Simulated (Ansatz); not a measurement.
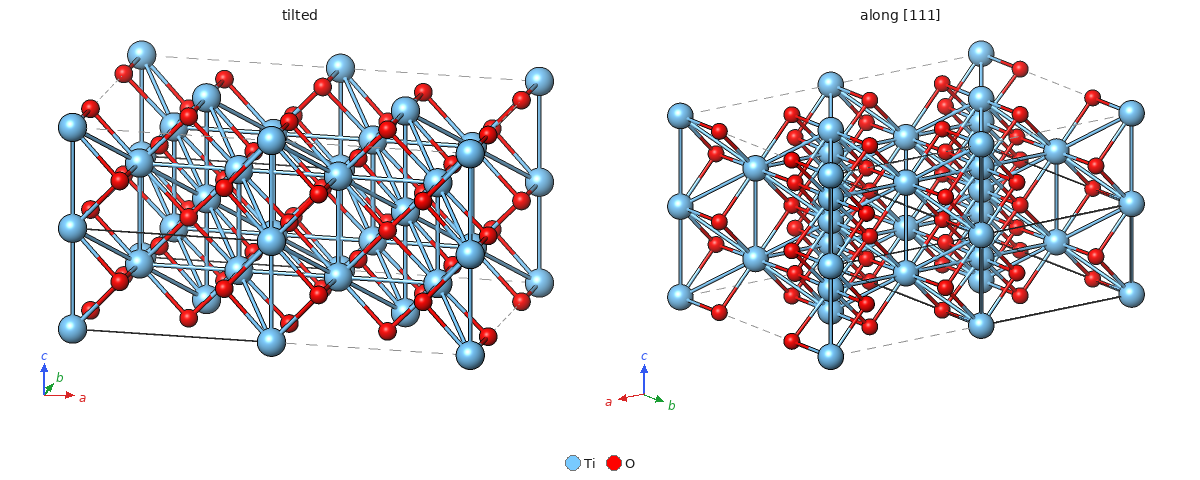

Shown here is a ball-and-stick view of the crystal, taken slightly off an axis and along [111]. The structure is repeated 2×1×2 times; solid lines mark one conventional unit cell.

- It has the composition Ti3O4.
- Its lattice is base-centred orthorhombic, its space group Cmmm (No. 65).
- With Z = 2, the cell contains 6 Ti, 8 O.
- Within bonding distance, the neighbour counts come to Ti 14 to 16 (mean 14.7) and O 4 to 5 (mean 4.5).

Origin of the cell: a structure listed in the Materials Project. The picture shows the end point of a geometry optimisation with Ansatz 0.2.0, DFT PBEsol, scalar-relativistic, plane waves, PAW.
